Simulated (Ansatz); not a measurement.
**AlCo₃: density, localisation and related maps**

```xyz
16
Lattice="5.0012 0.0000 0.0000 0.0000 8.7922 0.0000 0.0000 0.0000 4.0428" Properties=species:S:1:pos:R:3 pbc="T T T"
Al    2.5006    1.4654    1.0107
Al    0.0000    5.8615    1.0107
Al    0.0000    2.9307    3.0321
Al    2.5006    7.3268    3.0321
Co    0.0000    1.4525    1.0107
Co    2.5006    5.8486    1.0107
Co    1.2613    3.6699    1.0107
Co    3.7619    8.0660    1.0107
Co    3.7398    3.6699    1.0107
Co    1.2392    8.0660    1.0107
Co    2.5006    2.9436    3.0321
Co    0.0000    7.3397    3.0321
Co    1.2392    0.7262    3.0321
Co    3.7398    5.1223    3.0321
Co    3.7619    0.7262    3.0321
Co    1.2613    5.1223    3.0321
```

Space group Cmcm; a structure from a database of computed crystals, not necessarily the ambient phase; changed on purpose from its base cell (strain +0.0150 x Voigt [0, 1, 0, 0, 0, 0], atoms carried along); computed pressure about −3 GPa in this cell; spin-polarised.

All numbers below come from DFT PBEsol, scalar-relativistic, plane waves, PAW in Ansatz.

The density is the valence pseudo-density of a PAW calculation; it isn't the true density close to the nuclei.

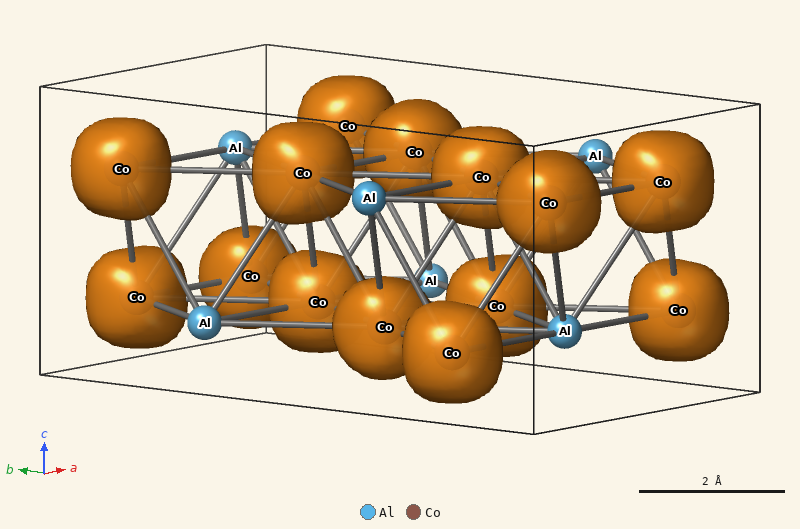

Figure 1. Isosurface of the spin density at +0.15 e/Å³ (orange), seen at an oblique angle. Sticks mark near contacts.

Describe the spin distribution.

Answer. The spin density sits on Co: +1.3 μB (×12) in one cell of 16 atoms, with smaller moments on other sites: Al (up to −0.06 μB): parallel main moments (a ferromagnetic arrangement) in this solution. The cell of the calculation (8 atoms) carries 7.4 μB of net spin moment.

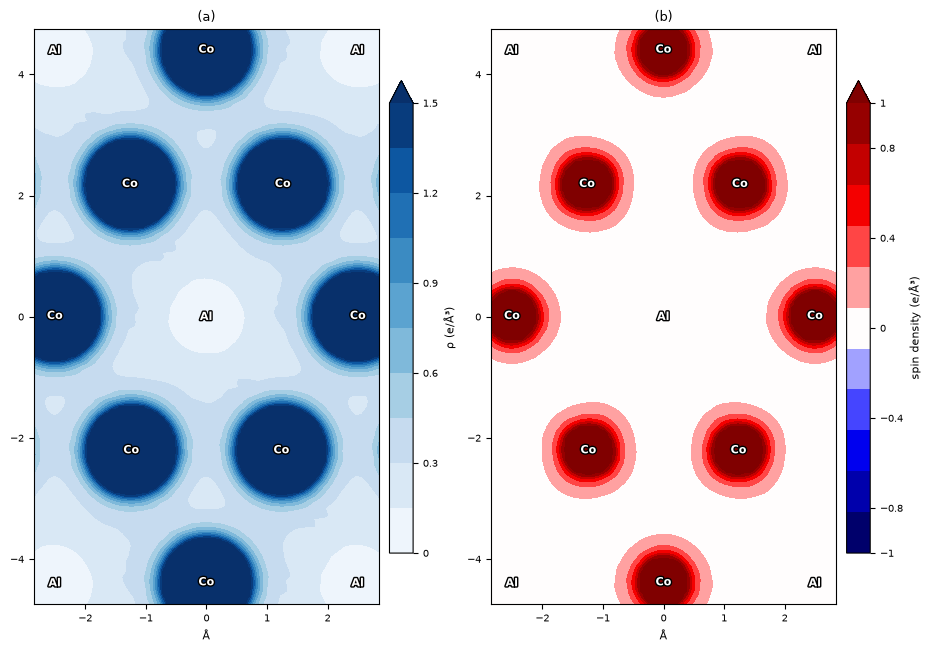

Figure 2. (a) valence pseudo-density; (b) magnetisation density (up minus down) on the (001) plane of the conventional cell.

Describe what can be read from this map.

Answer. The plane passes through Al and Co nuclei.
Co–Co (2.51 Å): ρ is about 0.33 e/Å³ halfway.
Al–Co (2.50 Å): the density is about 0.32 e/Å³ at the midpoint.

Between the atoms the lowest density in this plane is 0.24 e/Å³.

Does the calculation make it a metal, or give it a gap?

Answer. It is gapless in this calculation (a metal or semimetal).
